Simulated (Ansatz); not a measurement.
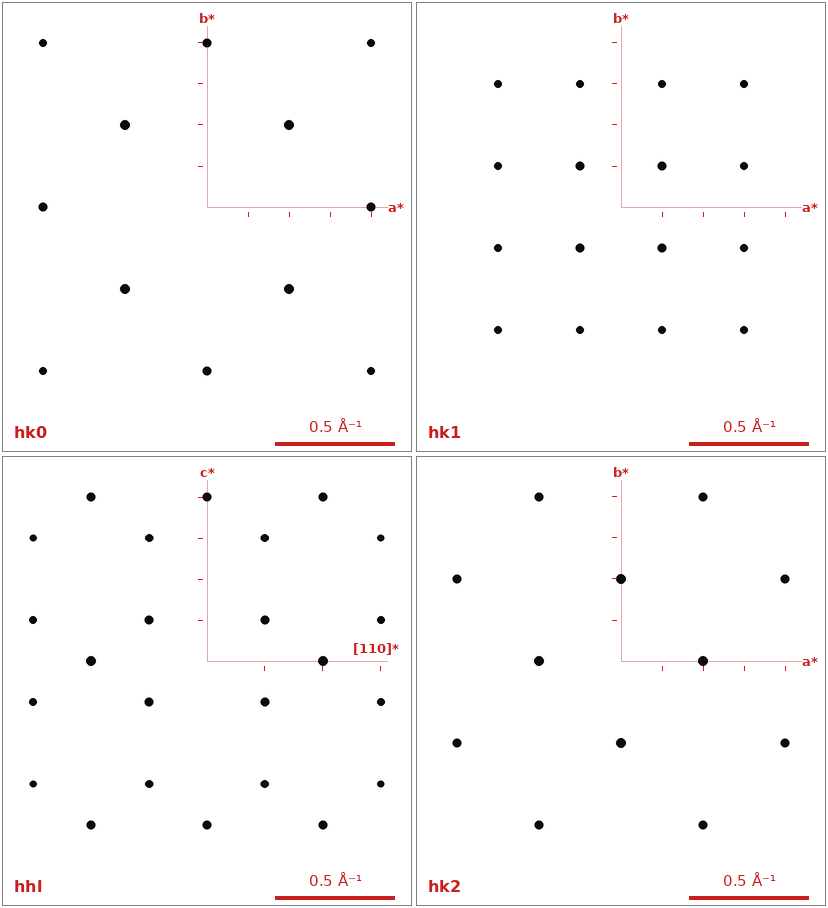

Four undistorted layers of reciprocal space, calculated for a single crystal (X-rays, kinematic |F|², B = 0.5 Å²). Tick marks count the reciprocal lattice steps of the conventional cell along each axis.

The compound is Ge. Structure: the input geometry of an electronic-structure calculation (not necessarily at equilibrium).

### What cell do the layers give?

a* = 0.174, b* = 0.174, c* = 0.174 Å⁻¹; the cell is cubic with a = 5.76 Å.

### List the systematic absences.

Reflections are present only under these conditions. hkl: h + k = 2n, h + l = 2n; hk0: h = 2n, h + k = 4n; hhl: h + l = 2n; h00: h = 4n. The lattice is face-centred (F). Further gaps, such as 2 2 2, 4 4 2, come from atoms on special positions, not from the group's general conditions.

### Which space groups fit?

The intensities have Laue symmetry m-3m (the hk0 layer shows 4mm, hk1 shows 4mm). With these conditions only Fd-3m (No. 227) fits.
